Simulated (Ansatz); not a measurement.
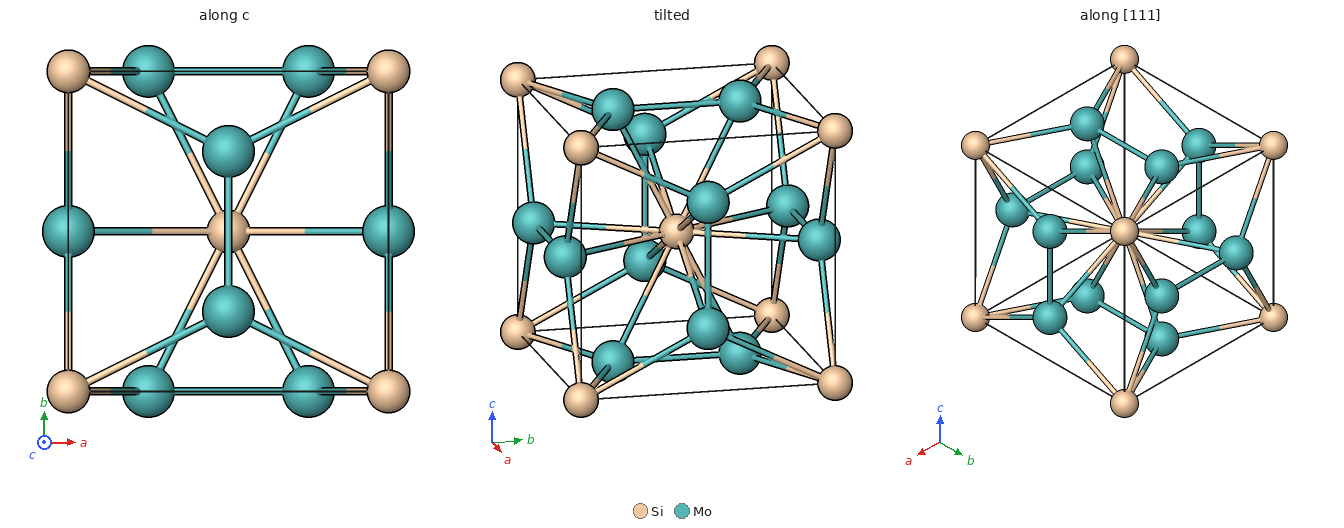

Drawn in the ball-and-stick manner and seen along the c axis, slightly off an axis and along [111]. Atoms at the boundary of the conventional unit cell (the box) are drawn once for each face, edge or corner they touch. Cell: a = 4.905 Å, b = 4.905 Å, c = 4.905 Å, α = 90.00°, β = 90.00°, γ = 90.00°.

Its composition is SiMo3. Space group Pm-3n (No. 223), lattice primitive cubic. The prototype is Cr₃Si (A15) type. Cell content 2 Si, 6 Mo; Z = 2. About every Si there are twelve Mo at about 2.7 Å. Around each Mo lie four Si and two Mo (about 2.7 Å to Si, 2.5 Å to Mo). Not all metal-metal contacts are counted. The bonds build a three-dimensional framework.

Its origin is a structure listed in the Materials Project, with elements exchanged, so it need not be a known form of the compound. The final geometry of a relaxation with DFT PBE, scalar-relativistic, plane waves, PAW (Ansatz) is shown.
